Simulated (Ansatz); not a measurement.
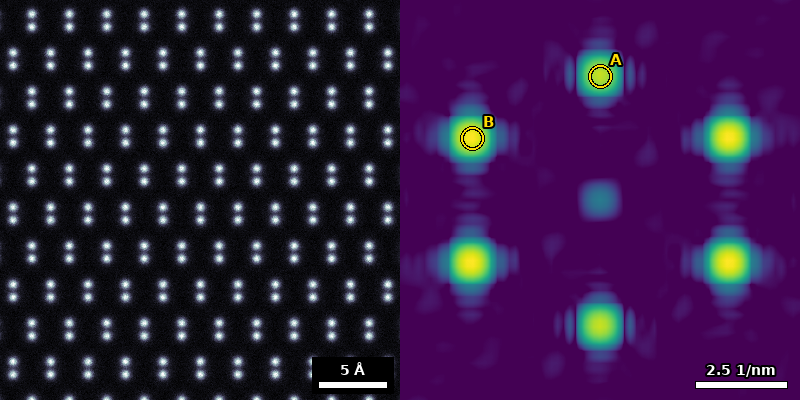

Z-contrast image of a crystal. The image is simulated as a sum over atoms of Z^1.7, blurred by a 0.50 Å probe (no channelling). The probe carries 25 % of its weight in a tail 2.5 times as wide. The display is stretched by a gamma of 0.8; percentages refer to the linear signal. Shot noise was added.

The right panel is the modulus of the image's Fourier transform on a logarithmic scale.

> Which lattice spacings do the marked spots stand for, and what angle do A and B enclose?

A: 2.9 Å, B: 2.5 Å; A and B enclose about 64°.

The crystal is Sc (P6_3/mmc, No. 194) along [101]; the spots are (010) and (-1 1 1). Structure: the geometry relaxed at fixed volume with Ansatz, DFT HSE06, scalar-relativistic, plane waves, PAW.
